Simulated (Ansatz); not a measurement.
HfN

```xyz
4
Lattice="0.0000 2.0896 2.0896 0.0000 2.4284 -2.4284 -4.5180 0.0000 0.0000" Properties=species:S:1:pos:R:3 pbc="T T T"
Hf    0.0000    0.0000    0.0000
Hf   -2.2590    2.2590   -0.1694
N    -2.2590    0.0000    0.0000
N     0.0000    2.2590   -0.1694
```

Space group Immm; changed on purpose from its base cell (strain -0.1500 x Voigt [0, 0, 0, 1, 0, 0], atoms carried along); computed pressure about 8 GPa in this cell; computed without spin polarisation.

These are results of DFT PBE, scalar-relativistic, plane waves, PAW (Ansatz), not measurements.

**What can the converged valence pseudo-density and electron localisation function tell about the bonding?**

Hf–N (2.26 Å): ρ at the midpoint is about 0.51 e/Å³; the ELF peaks at about 0.80 in the valence shell of N, 0.6 Å from its nucleus, and drops to about 0.15 between the two atoms: no shared electron pair shows on this line.
Hf–Hf (3.20 Å): ρ is about 0.19 e/Å³ halfway; the ELF is about 0.15 at the midpoint (no localised pair shows between them).

**Metal or insulator at this level of theory?**

It is gapless in this calculation (a metal or semimetal).

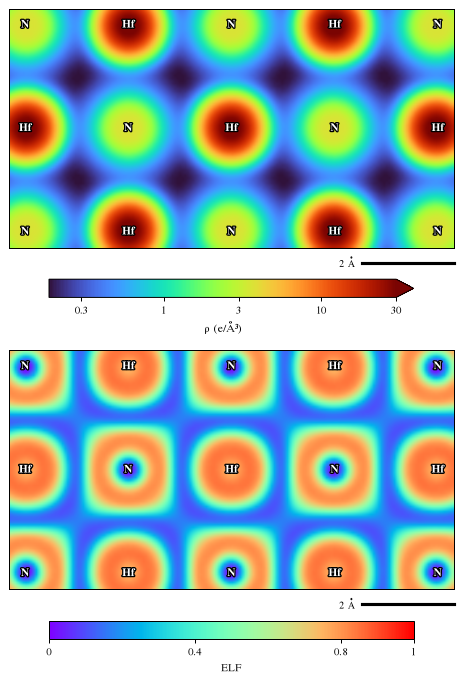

Computed valence pseudo-density and electron localisation function on the (110) plane of the conventional cell, in this order. 

The density is the valence pseudo-density of a PAW calculation; it isn't the true density close to the nuclei.
